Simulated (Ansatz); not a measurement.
In₉P₈ (cell with a defect)

Input

```
crystal:
  lattice:
    - [0.0, 5.9597880294, -5.9597880294]
    - [-5.9597880294, 0.0, -5.9597880294]
    - [-5.9597880294, 5.9597880294, 0.0]
  atoms:
    - { symbol: In, position: [0.5, 0.0, 0.5] }
    - { symbol: In, position: [0.0, 1.0, 0.5] }
    - { symbol: In, position: [0.5, 0.5, 0.5] }
    - { symbol: In, position: [0.0, 0.5, 0.5] }
    - { symbol: In, position: [0.5, 0.0, 0.0] }
    - { symbol: In, position: [0.0, 1.0, 0.0] }
    - { symbol: In, position: [0.5, 0.5, 0.0] }
    - { symbol: In, position: [0.0, 0.5, 0.0] }
    - { symbol: P, position: [0.625, 0.125, 0.125] }
    - { symbol: P, position: [0.125, 0.125, 0.125] }
    - { symbol: P, position: [0.625, 0.625, 0.125] }
    - { symbol: P, position: [0.125, 0.625, 0.125] }
    - { symbol: P, position: [0.625, 0.125, 0.625] }
    - { symbol: P, position: [0.125, 0.125, 0.625] }
    - { symbol: P, position: [0.625, 0.625, 0.625] }
    - { symbol: P, position: [0.125, 0.625, 0.625] }
    - { symbol: In, position: [0.260307501, 0.2572061628, 0.2448696828], spin: 1.0 }
basis:
  ecutwfc: 420
  xc_grid: 2
kpoints:
  mp_grid: { grid: [3, 3, 3], shift: [0.0, 0.0, 0.0] }
hamiltonian:
  xc: pbe
scf:
  occupations: { method: gaussian, width: 0.02 }
output:
  forces: true
  stress: false
  eigenvalues: true
  populations: true
  write_density: true
  write_potential: true
  elf: true
  volumetric_format: npy
magnetization:
  spin_polarized: true
relax:
  adjacent_minimum: "off"
  f_tol: 0.02
  max_steps: 60
```

Launched as:

```sh
ansatz run input.yaml --threads 4 --pin off --max-ram 10240MiB --backend cpu --events-out ev --progress --plain --runs-dir out
```

The fields are those of the run's last geometry, not of the input's.

The program warned that a starting moment wasn't kept; spin-polarised, but the moments vanished.

Theory: DFT PBE, scalar-relativistic, plane waves, PAW (Ansatz 0.2.0).

### What will maps of the valence pseudo-density and electron localisation function show?

In–P (2.53 Å): ρ is about 0.46 e/Å³ halfway; the ELF peaks at about 0.90 in the valence shell of P, 0.8 Å from its nucleus, and is about 0.55 at the midpoint.
In–P (2.66 Å): ρ is about 0.37 e/Å³ halfway; the ELF peaks at about 0.90 in the valence shell of P, 0.9 Å from its nucleus, and is about 0.55 at the midpoint.

### Does the calculation make it a metal, or give it a gap?

It is metallic or semimetallic at this level of theory: no gap opens.

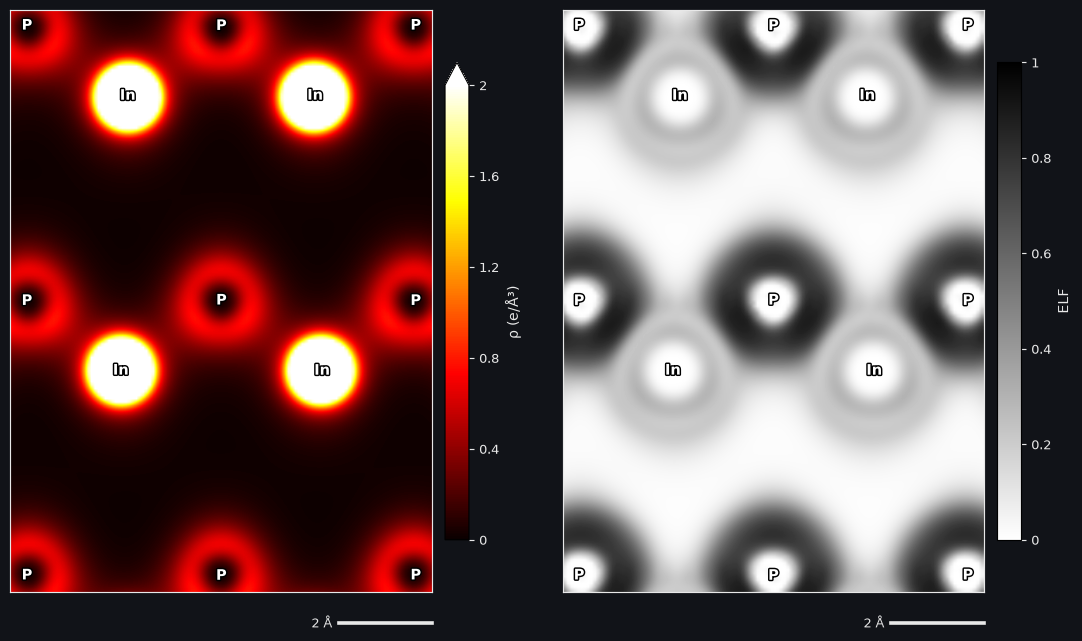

Computed valence pseudo-density and electron localisation function on the (011̄) plane of the calculation cell, in this order. 

In a PAW calculation such maps are meaningful between the atoms, not at the nuclei.
